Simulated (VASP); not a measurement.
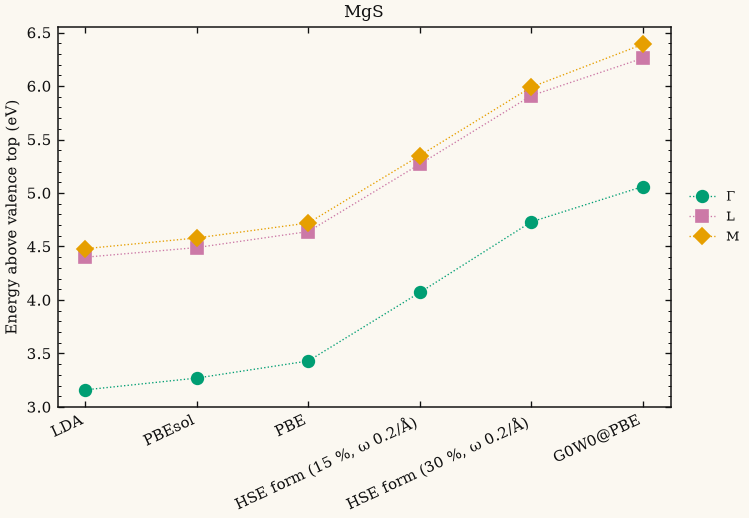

Lowest conduction level at each named k point, counted from the valence-band top at Γ, by several methods on one cell of wurtzite MgS, space group P6_3mc, 4 atoms in the cell; a = 4.035 Å, c = 6.432 Å (hexagonal axes). All runs are without spin-orbit coupling and carry no moments.

Q: Does G0W0@PBE shift these levels rigidly from PBE?

A: The shifts are +1.63 eV at Γ, +1.62 eV at L and +1.67 eV at M, and at points that aren't plotted +1.74 eV (A): over the named points that both runs hold, a spread of 0.12 eV on a mean of 1.67 eV, so one shift describes them well.

Q: How do the methods rank at Γ?

A: From low to high: LDA 3.16, PBEsol 3.27, PBE 3.43, HSE form (15 %, ω 0.2/Å) 4.07, HSE form (30 %, ω 0.2/Å) 4.73, G0W0@PBE 5.06 eV.

Q: Do the methods agree on which of these conduction levels is lowest?

A: Yes: all put it at Γ.

```csv
method,program,Γ (eV),L (eV),M (eV)
LDA,VASP,3.16,4.40,4.48
PBEsol,VASP,3.27,4.49,4.58
PBE,VASP,3.43,4.64,4.72
"HSE form (15 %, ω 0.2/Å)",VASP,4.07,5.27,5.35
"HSE form (30 %, ω 0.2/Å)",VASP,4.73,5.91,5.99
G0W0@PBE,VASP,5.06,6.26,6.39
```

Settings. LDA: VASP PAW LDA potentials, release 64 (S, Mg), 8×8×4 k mesh, 520 eV cutoff, Gaussian smearing of 0.02 eV (VASP 6.6.1). PBEsol: VASP PAW PBE potentials, release 64 (S, Mg_pv), 8×8×4 k mesh, 520 eV cutoff, Gaussian smearing of 0.02 eV (VASP). PBE: VASP PAW PBE potentials, release 64 (S_GW, Mg_GW), 8×8×4 k mesh, 550 eV cutoff, Gaussian smearing of 0.1 eV (VASP 6.6.1). HSE form (15 %, ω 0.2/Å): VASP PAW PBE potentials, release 64 (S, Mg), 4×4×2 k mesh, 520 eV cutoff, Fermi-Dirac smearing of 0.05 eV (VASP). HSE form (30 %, ω 0.2/Å): VASP PAW PBE potentials, release 64 (S, Mg), 4×4×2 k mesh, 520 eV cutoff, Fermi-Dirac smearing of 0.05 eV (VASP 6.6.1). G0W0@PBE: PBE, VASP PAW PBE potentials, release 64 (S_GW, Mg_GW), 4×4×2 k mesh, 450 eV cutoff, Gaussian smearing of 0.01 eV (VASP 6.6.1), G0W0 with cutoff of the response function 120 eV, frequency points 48, empty bands 401 and GW iterations 1.

These are six of the 16 methods that were run on this cell. Runs that lie over 0.07 eV from the median of the programs for their method weren't drawn. The usual form of MgS is rocksalt. LDA, GGA and most meta-GGA functionals understate gaps. PBEsol, HSE form (15 %, ω 0.2/Å) and HSE form (30 %, ω 0.2/Å): the PAW data sets were made with another functional. HSE form (15 %, ω 0.2/Å) and HSE form (30 %, ω 0.2/Å): the k mesh is coarse, so the values aren't converged, least of all with exact exchange. G0W0@PBE: the k mesh is coarse, so the values aren't converged. G0W0@PBE: bands, screening cutoff and mesh are small and nothing is extrapolated, so the quasiparticle values aren't converged. The GW values are at finite bands, cutoffs and mesh, short of the basis limit.
